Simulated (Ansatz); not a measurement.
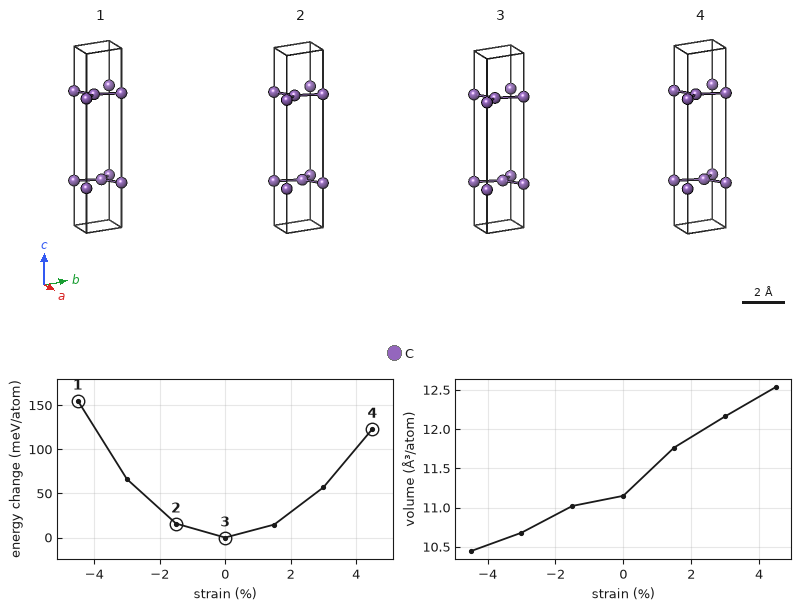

Members of a series of calculations on a crystal of C (set up in P6_3/mmc), marked on the first curve. Style: ball-and-stick. Shown: the cell of the calculation, slightly off an axis.

All numbers below come from DFT PBE, scalar-relativistic, plane waves, PAW in Ansatz. Set-up: plane-wave cutoff 420 eV; k-point mesh 24 × 24 × 6; occupations gaussian; smearing width 0.1 eV; no spin polarisation.

> Describe the series.

Biaxial strain in the a–b plane, c and atoms relaxed. 1 (strain −4.5 %): energy change 155 meV/atom, volume 10.44 Å³ per atom. 2 (strain −1.5 %): energy change 15.9 meV/atom, volume 11.02 Å³ per atom. 3 (strain 0.0 %): energy change 0.0 meV/atom, volume 11.15 Å³ per atom. 4 (strain 4.5 %): energy change 123 meV/atom, volume 12.54 Å³ per atom. The rest compares 1 with 4. The volume changes by +20.0 %, with a = b 2.356 → 2.578 Å (+9.4 %), c 8.694 → 8.717 Å (+0.3 %). Near-neighbour distances before and after: C–C 1.360 → 1.488 Å.

Limits of the set-up: layers or molecules are held without a dispersion correction, so their spacing is unreliable.
